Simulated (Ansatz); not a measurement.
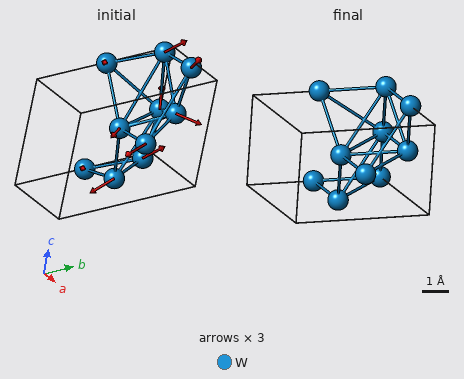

The structure of solid W (set up in P1) before (left) and after (right) a relaxation, at one scale. The red arrows give the displacements (the part carried along by the change of the cell is left out), magnified 3 times.

Style: ball-and-stick. Shown: the cell of the calculation, reduced to other axes, slightly off an axis. Lengths and directions refer to the drawn axes.

Case: all atoms moved at random, sigma 0.25 Å for each component; relaxed back.

Method: DFT PBE, scalar-relativistic, plane waves, PAW in Ansatz 0.2.0. (plane-wave cutoff 420 eV; k-point mesh 8 × 8 × 8; occupations gaussian; smearing width 0.15 eV; no spin polarisation; cell and atoms relaxed; force threshold 0.01 eV/Å; at most 80 steps)

> What changed between the two?

A W atom moves most relative to the cell: 0.46 Å along [1 −1 0]. The volume changes by −2.0 %, with a 5.709 → 6.366 Å (+11.5 %), b = c 5.709 → 5.513 Å (−3.4 %), α 60.0° → 70.5°, β 60.0° → 54.7°, γ 60.0° → 54.7°. Some distances before and after: W–W 4.842 → 3.183 Å, W–W 4.634 → 3.183 Å, W–W 4.171 → 3.183 Å, W–W 3.622 → 2.757 Å. New bonds form: W–W (4.17 → 3.18 Å). The space group (tolerance 0.01 Å) goes from P1 (No. 1) to Im-3m (No. 229). After 10 accepted moves (12 points after the start) the energy has fallen by 1690 meV per atom. Largest force component: 11 eV/Å at the start, 0.00018 eV/Å at the end. The pressure goes from 49.65 to 0.00 GPa. At 2 points the geometry stayed and the basis and grid were re-selected for the new cell (energy shift of 1.2 meV per atom at most each time).
